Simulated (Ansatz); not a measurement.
**Run report: SiO2, field-gradient calculation (part 2 of 2)**

The same run, continued: SiO2 (24 atoms in the cell); DFT, r2SCAN, plane-wave PAW, default files, scalar-relativistic, no spin polarisation (Ansatz 0.2.0); cutoff 500 eV, 4×4×4 k-mesh, Fermi–Dirac smearing of 0.02 eV. The structure derives from a Materials Project entry. It belongs to a series of runs on one base structure; here: functional r2SCAN.

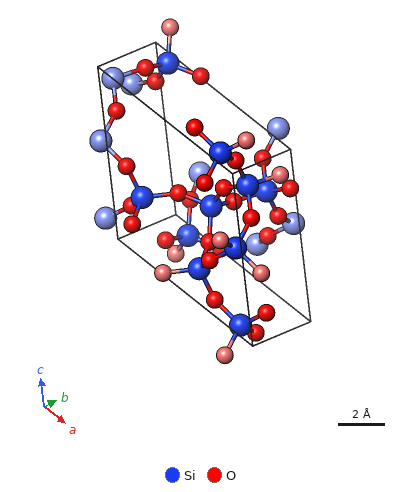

Fig. 1: The structure (ball-and-stick view of the cell of the calculation, seen slightly off an axis; neighbours outside the cell are drawn fainter).

**Output, continued**
```
  k-point 0: bands = ["-22.1208", "-21.2562", "-21.2562", "-21.2292", "-21.2058", "-21.1774", "-21.1774", "-20.1524", "-20.1092", "-20.0847", "-20.0700", "-20.0700", "-20.0675", "-20.0675", "-20.0563", "-20.0552", "-11.4193", "-9.4691", "-9.4691", "-9.4450", "-9.0398", "-8.9863", "-8.9863", "-7.5821", "-7.2039", "-7.2039", "-7.1727", "-7.0514", "-7.0514", "-7.0446", "-6.9535", "-6.1633", "-5.4612", "-5.0579", "-5.0357", "-4.8606", "-4.8606", "-4.5572", "-4.1524", "-4.0980", "-4.0980", "-3.7325", "-3.6806", "-3.6806", "-3.5368", "-3.5368", "-3.5100", "-3.4016", "-3.3697", "-3.3159", "-3.2144", "-3.2144", "-3.0478", "-3.0478", "-2.9758", "-2.9704", "-2.9704", "-2.6382", "-2.4924", "-2.4488", "-1.8544", "-1.8081", "-1.8081", "-1.7922", "4.7479", "7.5275", "7.5299", "7.7063", "8.0117", "8.0843", "8.0843", "8.1255", "8.1255", "8.1518", "8.3911", "8.4832", "8.4832", "8.6175", "8.6175", "8.7466", "9.1825", "9.6481", "9.7197", "9.7332", "9.9893", "10.1874", "10.1874", "10.6852"]
  k-point 1: bands = ["-22.0599", "-21.5993", "-21.2453", "-21.2112", "-21.1897", "-21.1833", "-20.8362", "-20.1762", "-20.1409", "-20.1018", "-20.0925", "-20.0733", "-20.0691", "-20.0659", "-20.0595", "-20.0566", "-11.2362", "-10.0106", "-9.4359", "-9.4134", "-9.2495", "-9.0783", "-8.2843", "-7.5442", "-7.3048", "-7.2357", "-7.1480", "-7.1286", "-7.0602", "-6.9377", "-6.8802", "-6.2709", "-5.3865", "-5.0460", "-5.0259", "-4.9621", "-4.8286", "-4.6219", "-4.1068", "-4.0928", "-4.0301", "-3.7887", "-3.7782", "-3.6790", "-3.6682", "-3.5624", "-3.4949", "-3.3871", "-3.2763", "-3.2759", "-3.2749", "-3.2017", "-3.1454", "-3.0987", "-3.0784", "-2.9539", "-2.6812", "-2.5687", "-2.5216", "-2.2689", "-1.8890", "-1.8801", "-1.8564", "-1.8358", "5.0471", "6.9092", "7.3471", "7.4222", "7.6745", "7.7462", "7.9844", "8.3121", "8.4466", "8.4769", "8.5033", "8.5888", "8.7392", "8.9093", "9.0500", "9.1788", "9.3759", "9.5064", "9.5609", "9.6326", "9.9066", "10.1269", "10.1784", "10.2303"]
  k-point 2: bands = ["-21.8815", "-21.8815", "-21.2183", "-21.2183", "-21.1974", "-21.1974", "-20.4568", "-20.4568", "-20.1150", "-20.1150", "-20.0875", "-20.0875", "-20.0666", "-20.0666", "-20.0598", "-20.0598", "-10.7293", "-10.7293", "-9.3502", "-9.3502", "-9.2627", "-9.2627", "-7.6502", "-7.6502", "-7.4410", "-7.4410", "-7.0849", "-7.0849", "-7.0236", "-7.0236", "-6.5562", "-6.5562", "-5.1869", "-5.1869", "-5.0245", "-5.0245", "-4.7404", "-4.7404", "-3.9843", "-3.9843", "-3.9686", "-3.9686", "-3.8733", "-3.8733", "-3.6112", "-3.6112", "-3.3910", "-3.3910", "-3.3644", "-3.3644", "-3.1898", "-3.1898", "-3.1673", "-3.1673", "-2.8516", "-2.8516", "-2.7594", "-2.7594", "-2.1250", "-2.1250", "-2.0151", "-2.0151", "-1.8981", "-1.8981", "5.8523", "5.8523", "7.2451", "7.2451", "7.5225", "7.5225", "8.2755", "8.2755", "8.6567", "8.6567", "8.6608", "8.6608", "9.0151", "9.0151", "9.3478", "9.3478", "9.4798", "9.4798", "9.7359", "9.7359", "9.7455", "9.7455", "9.9355", "9.9355"]
  k-point 12: bands = ["-21.7117", "-21.7117", "-21.6751", "-21.6751", "-20.6991", "-20.6991", "-20.6500", "-20.6500", "-20.1139", "-20.1139", "-20.1039", "-20.1039", "-20.0725", "-20.0725", "-20.0588", "-20.0588", "-10.4456", "-10.4456", "-10.1628", "-10.1628", "-8.2538", "-8.2538", "-8.1675", "-8.1675", "-7.4697", "-7.4697", "-7.2374", "-7.2374", "-6.7969", "-6.7969", "-6.5461", "-6.5461", "-5.0512", "-5.0512", "-5.0107", "-5.0107", "-4.9959", "-4.9959", "-4.2675", "-4.2675", "-3.9474", "-3.9474", "-3.5997", "-3.5997", "-3.4744", "-3.4744", "-3.3794", "-3.3794", "-3.3584", "-3.3584", "-3.2752", "-3.2752", "-2.9896", "-2.9896", "-2.8325", "-2.8325", "-2.7007", "-2.7007", "-2.3831", "-2.3831", "-2.1066", "-2.1066", "-1.7978", "-1.7978", "6.4891", "6.4891", "6.7997", "6.7997", "6.8767", "6.8767", "8.3959", "8.3959", "8.6835", "8.6835", "8.7182", "8.7182", "8.7560", "8.7560", "8.9500", "8.9500", "9.3770", "9.3770", "9.8064", "9.8064", "10.3560", "10.3560", "10.5901", "10.5901"]
--- Löwdin populations: 24 sites ---
  site symbol       q [e]
     0     Si      2.1157
     1     Si      2.1157
     2     Si      2.1157
     3     Si      2.1157
     4     Si      2.1157
     5     Si      2.1157
     6     Si      2.1157
     7     Si      2.1157
     8      O      6.8371
     9      O      6.8371
    10      O      6.8371
    11      O      6.8371
    12      O      6.8371
    13      O      6.8371
    14      O      6.8371
    15      O      6.8371
    16      O      6.8265
    17      O      6.8265
    18      O      6.8265
    19      O      6.8265
    20      O      6.8265
    21      O      6.8265
    22      O      6.8265
    23      O      6.8265
  spilling = 0.013791 (of n_electrons = 128.000000)
```

**File populations.tsv**
```
# site	symbol	l	j	q
# orbitals = lowdin
# n_electrons = 128.000000
# spilling = 0.013791
0	Si	0_3S	-	0.656522
0	Si	1_3P	-	1.459216
1	Si	0_3S	-	0.656522
1	Si	1_3P	-	1.459216
2	Si	0_3S	-	0.656522
2	Si	1_3P	-	1.459216
3	Si	0_3S	-	0.656522
3	Si	1_3P	-	1.459216
4	Si	0_3S	-	0.656522
4	Si	1_3P	-	1.459216
5	Si	0_3S	-	0.656522
5	Si	1_3P	-	1.459216
6	Si	0_3S	-	0.656522
6	Si	1_3P	-	1.459216
7	Si	0_3S	-	0.656522
7	Si	1_3P	-	1.459216
8	O	0_2S	-	1.606938
8	O	1_2P	-	5.230183
9	O	0_2S	-	1.606938
9	O	1_2P	-	5.230183
10	O	0_2S	-	1.606938
10	O	1_2P	-	5.230183
11	O	0_2S	-	1.606938
11	O	1_2P	-	5.230183
12	O	0_2S	-	1.606938
12	O	1_2P	-	5.230183
13	O	0_2S	-	1.606938
13	O	1_2P	-	5.230183
14	O	0_2S	-	1.606938
14	O	1_2P	-	5.230183
15	O	0_2S	-	1.606938
15	O	1_2P	-	5.230183
16	O	0_2S	-	1.598531
16	O	1_2P	-	5.227957
17	O	0_2S	-	1.598531
17	O	1_2P	-	5.227957
18	O	0_2S	-	1.598531
18	O	1_2P	-	5.227957
19	O	0_2S	-	1.598531
19	O	1_2P	-	5.227957
20	O	0_2S	-	1.598531
20	O	1_2P	-	5.227957
21	O	0_2S	-	1.598531
21	O	1_2P	-	5.227957
22	O	0_2S	-	1.598531
22	O	1_2P	-	5.227957
23	O	0_2S	-	1.598531
23	O	1_2P	-	5.227957
```

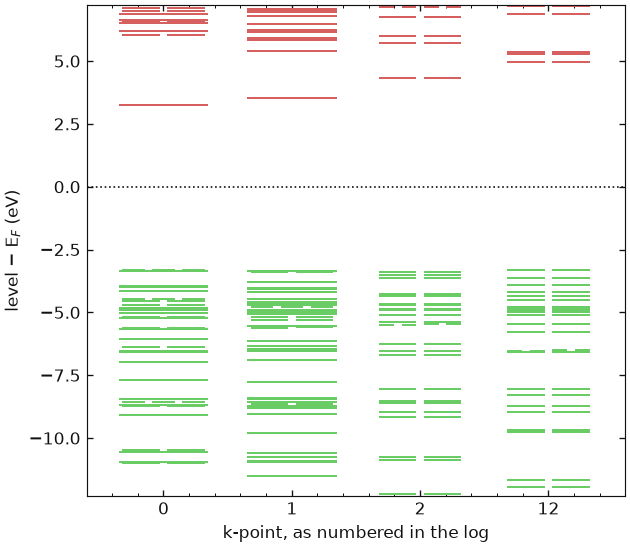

Fig. 2: Kohn–Sham levels near the Fermi level (dotted) at the few k-points that the log prints; levels within 0.02 eV of each other stand side by side. Among these points the highest filled and lowest empty levels are 6.54 eV apart, which is the gap on the mesh.

The run was set up as follows.

**The input**
```yaml
crystal:
  lattice:
    - [-4.89537496, 4.89537496, 5.05717797]
    - [4.89537496, -4.89537496, 5.05717797]
    - [4.89537496, 4.89537496, -5.05717797]
  atoms:
    - { symbol: Si, position: [0.59107488, 0.40892512, 0.5] }
    - { symbol: Si, position: [0.15892512, 0.15892512, 0.31785024] }
    - { symbol: Si, position: [0.84107488, 0.84107488, 0.68214976] }
    - { symbol: Si, position: [0.90892512, 0.09107488, 0.5] }
    - { symbol: Si, position: [0.15892512, 0.84107488, 0.0] }
    - { symbol: Si, position: [0.59107488, 0.09107488, 0.18214976] }
    - { symbol: Si, position: [0.90892512, 0.40892512, 0.81785024] }
    - { symbol: Si, position: [0.84107488, 0.15892512, 0.0] }
    - { symbol: O, position: [0.60087628, 0.28494069, 0.31593559] }
    - { symbol: O, position: [0.03494069, 0.2190051, 0.18406441] }
    - { symbol: O, position: [0.03494069, 0.85087628, 0.81593559] }
    - { symbol: O, position: [0.14912372, 0.96505931, 0.18406441] }
    - { symbol: O, position: [0.7809949, 0.96505931, 0.81593559] }
    - { symbol: O, position: [0.9690051, 0.28494069, 0.68406441] }
    - { symbol: O, position: [0.71505931, 0.0309949, 0.31593559] }
    - { symbol: O, position: [0.71505931, 0.39912372, 0.68406441] }
    - { symbol: O, position: [0.67194616, 0.625, 0.54694616] }
    - { symbol: O, position: [0.375, 0.32805384, 0.45305384] }
    - { symbol: O, position: [0.875, 0.92194616, 0.54694616] }
    - { symbol: O, position: [0.07805384, 0.125, 0.45305384] }
    - { symbol: O, position: [0.07805384, 0.625, 0.95305384] }
    - { symbol: O, position: [0.375, 0.92194616, 0.04694616] }
    - { symbol: O, position: [0.875, 0.32805384, 0.95305384] }
    - { symbol: O, position: [0.67194616, 0.125, 0.04694616] }
kpoints:
  mp_grid: { grid: [4, 4, 4] }
scf:
  occupations: { method: fermi_dirac, width: 0.02 }
hamiltonian:
  xc: r2scan
  pseudopotentials: { kind: paw }
output:
  forces: true
  stress: true
  populations: true
  efg: { quadrupole_moments_barn: { O: -0.02558 }, contact_densities: true }
```

Launch command:
```bash
ansatz run input.yaml --threads 1 --pin off --max-ram 2560MiB --backend cpu --events-out ev --progress --plain --runs-dir out
```

**Summary**

- outcome: converged
- space group (tolerance 0.01 Å): I4₁/amd (141)
- electrons treated: 128
- free energy: −14240.2742 eV
- Fermi energy: 1.507 eV
- gap on the k-point mesh: 6.54 eV
- pressure: 0.05 GPa
- field gradient V_zz (10²¹ V/m²): Si 0.93, Si 0.93, Si 0.93, Si 0.93, Si 0.93, Si 0.93, Si 0.93, Si 0.93 (the first 8 of 24 sites)
- largest force (length of the vector): 0.047 eV/Å
- hardware: 1 thread of Arm Neoverse V1, 24 GiB of memory available, shared host
- wall time: 2 min
- peak memory: 1.9 GiB
